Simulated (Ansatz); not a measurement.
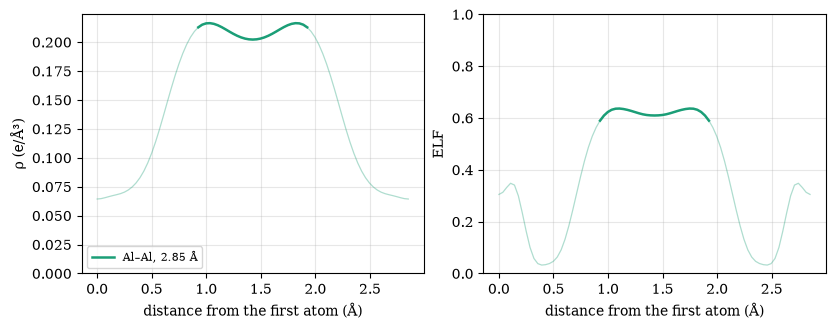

*Al. Valence pseudo-density and ELF along straight lines between neighbouring atoms. Thin, pale parts lie inside the atomic spheres.*

Space group P6₃/mmc; a structure generated by program, which may or may not match a known phase.

Level of theory: Ansatz 0.2.0, DFT PBE, scalar-relativistic, plane waves, PAW.

In a PAW calculation such maps are meaningful between the atoms, not at the nuclei.

**What can be read from the curves?**

Al–Al (2.85 Å): ρ at the midpoint is about 0.2 e/Å³; the ELF peaks at about 0.65 between the atoms.
